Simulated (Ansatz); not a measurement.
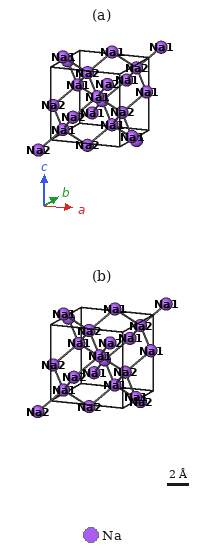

The structure of crystalline Na (a generated structure, set up in Fd-3m) before (top) and after (bottom) a relaxation, at one scale.

A ball-and-stick model of the conventional cell (4 times the calculation's cell), seen slightly off an axis. Lengths and directions refer to the drawn axes.

Phase: diamond.

These are results of DFT, revPBE, plane waves (420 eV) with PAW, scalar-relativistic (Ansatz 0.2.0), not measurements. Settings: plane-wave cutoff 420 eV; k-point mesh 8 × 8 × 8; occupations fermi dirac; smearing width 0.1 eV; no spin polarisation; cell and atoms relaxed; force threshold 0.01 eV/Å; at most 60 steps.

Describe what moved and what it gained.

Answer. Over 3 accepted moves (4 points after the start) the energy falls by 18.6 meV per cell of the calculation. All forces vanish by symmetry, so only the cell relaxes. Pressure: 0.44 GPa at the start and 0.01 GPa at the end. At 1 point the geometry stayed and the basis and grid were re-selected for the new cell (energy shift of 0.2 meV per cell of the calculation at most each time). The atoms keep their places relative to the cell (all moves are under 0.005 Å). The drawn cell changes as follows: a = b = c 7.412 → 7.751 Å (+4.6 %); the volume changes by +14.4 %. Among the contacts that change: Na1–Na2 3.210 → 3.356 Å. The space group stays Fd-3m (No. 227).
